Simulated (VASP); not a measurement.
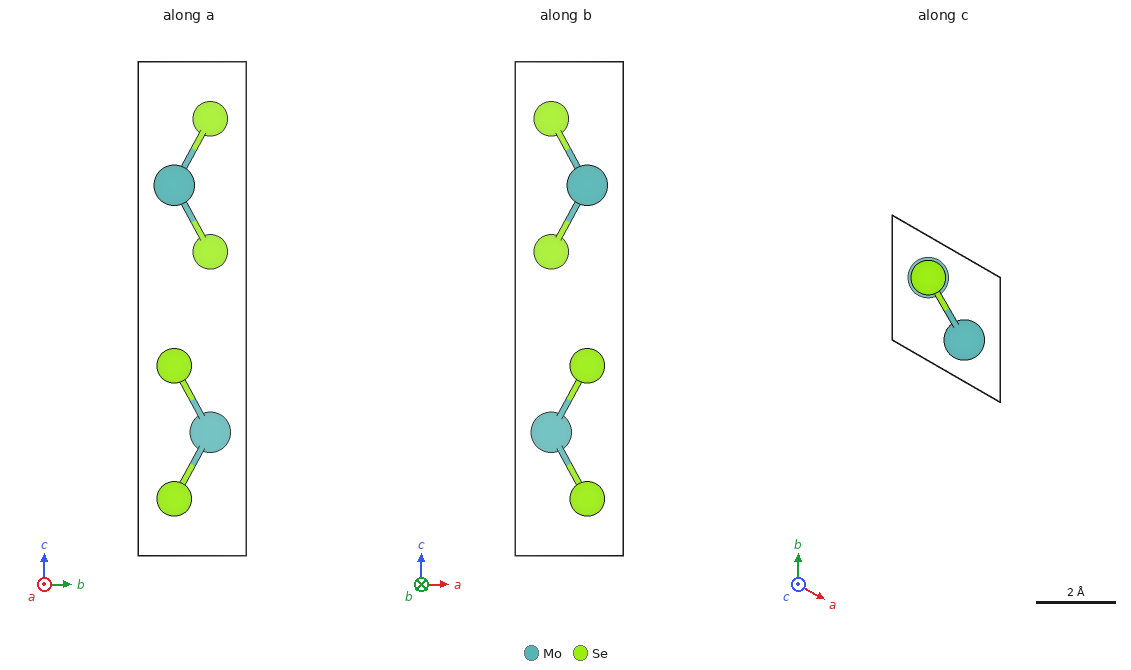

Structure drawing (ball-and-stick), viewed along the a axis, along the b axis and along the c axis. One conventional unit cell is outlined, and atoms on its boundary appear in each equivalent place.

Lattice parameters: a = 3.1732 Å, b = 3.1732 Å, c = 12.5643 Å, α = 90.000°, β = 90.000°, γ = 120.000°.

Write down what is shown as a CIF with its space group and independent sites, with free fractional coordinates to two decimals.

```cif
data_structure
_symmetry_space_group_name_H-M 'P 63/m m c'
_symmetry_Int_Tables_number 194
_cell_length_a 3.1732
_cell_length_b 3.1732
_cell_length_c 12.5643
_cell_angle_alpha 90.000
_cell_angle_beta 90.000
_cell_angle_gamma 120.000
_cell_volume 109.56
loop_
_atom_site_label
_atom_site_type_symbol
_atom_site_symmetry_multiplicity
_atom_site_Wyckoff_symbol
_atom_site_fract_x
_atom_site_fract_y
_atom_site_fract_z
_atom_site_occupancy
Mo1 Mo 2 c 0.3333 0.6667 0.25 1
Se1 Se 4 f 0.6667 0.3333 0.38 1
```

Origin of the cell: a structure type filled with these elements by a generator (whether the compound takes this form wasn't checked). The cell was then strained or its atoms displaced on purpose. It was run through VASP as a DFT input.

At this level of theory the run's own cell isn't at rest (compressed, at 13 GPa), so its distances can differ from those at equilibrium, the more so the softer the solid.
